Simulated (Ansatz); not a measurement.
## Electronic structure of HfH₃ in real space

```
Hf H
1.0
     3.00867   -3.00867    0.00000
     0.00000    3.00867   -3.00867
     3.37882    3.37882    3.37882
Hf H
3 9
Direct
  0.00000 0.00000 0.00000
  0.66667 0.33333 0.33333
  0.33333 0.66667 0.66667
  0.00000 0.50000 0.00000
  0.66667 0.83333 0.33333
  0.33333 0.16667 0.66667
  0.50000 0.50000 0.00000
  0.16667 0.83333 0.33333
  0.83333 0.16667 0.66667
  0.50000 0.00000 0.00000
  0.16667 0.33333 0.33333
  0.83333 0.66667 0.66667
```

Space group R-3m; a structure from a database of computed crystals, not necessarily the ambient phase; changed on purpose from its base cell (strained and moved within a subgroup); computed pressure about −8 GPa in this cell; computed without spin polarisation.

Level of theory: DFT PBEsol, scalar-relativistic, plane waves, PAW (Ansatz).

Core electrons are frozen (PAW), and the valence fields are smoothed inside the atomic spheres.

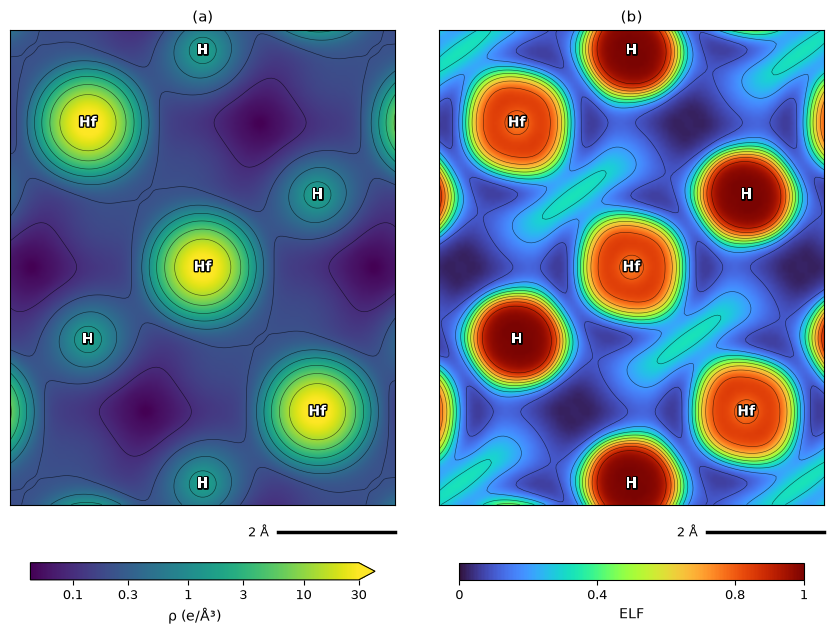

Figure 1. (a) valence pseudo-density; (b) electron localisation function on the (110) plane of the conventional cell.

**What do the fields say about this system?**

- Atoms in the plane: Hf and H.
- Hf–Hf (3.14 Å): ρ is about 0.22 e/Å³ halfway; the ELF is about 0.35 at the midpoint.
- Hf–H (2.31 Å): ρ at the midpoint is about 0.33 e/Å³; the ELF climbs to about 1 towards the hydrogen.
- Between the atoms the lowest density in this plane is 0.04 e/Å³.
- The features right at Hf lie inside the PAW spheres, where the map follows smoothed inner orbitals and isn't to be read closely.

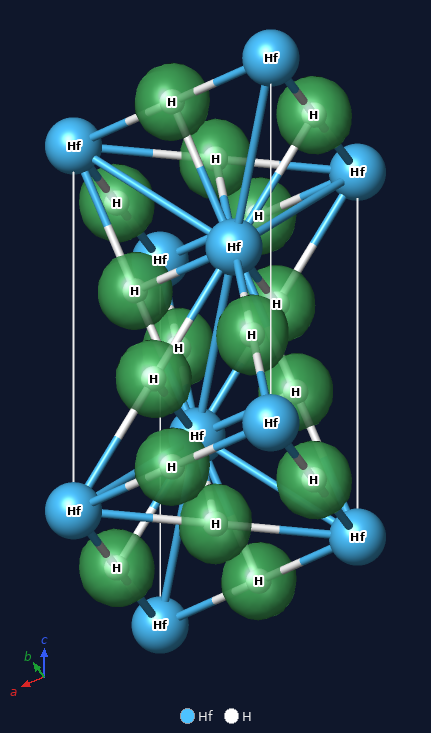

Figure 2. Isosurface of the electron localisation function at 0.9 (green), seen at an oblique angle. Core shells and regions of very low density are left out. Sticks mark near contacts.

**What do the ELF domains correspond to?**

The surface consists of nine regions around hydrogen nuclei, counted in one cell of 12 atoms. Regions shared between cells count once. Along the contacts the grid gives the following. Hf–H (2.13 Å): the ELF climbs to about 1 towards the hydrogen.

**Metal or insulator at this level of theory?**

It is metallic or semimetallic at this level of theory: no gap opens.
